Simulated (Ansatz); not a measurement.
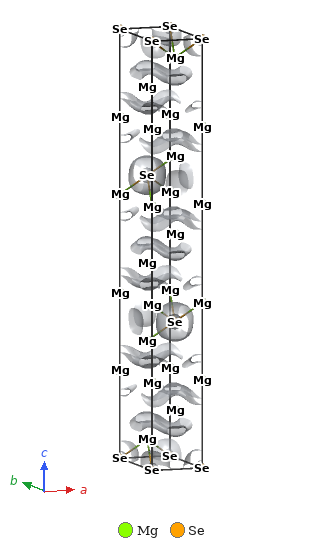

*Mg4Se. Isosurface of the ELF at 0.6 (grey), seen at an oblique angle. Core shells and regions of very low density are left out. Sticks mark near contacts.*

Space group R-3m; a structure from a database of computed crystals, not necessarily the ambient phase; a generated structure, not necessarily the stable one.

The calculation used DFT PBE, scalar-relativistic, plane waves, PAW (Ansatz 0.2.0).

### Describe the localisation domains.

At this value the surface marks out three regions wrapped around Se (the valence shell of each) and sheets that run through the cell in two directions, counted in one cell of 15 atoms. Regions shared between cells count once.

Values along the shortest contacts:
Mg–Se (2.67 Å): the ELF is about 0.75 at the midpoint.

### Which way does charge flow, and how much by Bader's partition?

Electrons move from Mg towards Se. Bader charges: Mg 0.00 to +0.90 and Se −1.80 e.

### Does the calculation make it a metal, or give it a gap?

It is metallic or semimetallic at this level of theory: no gap opens.
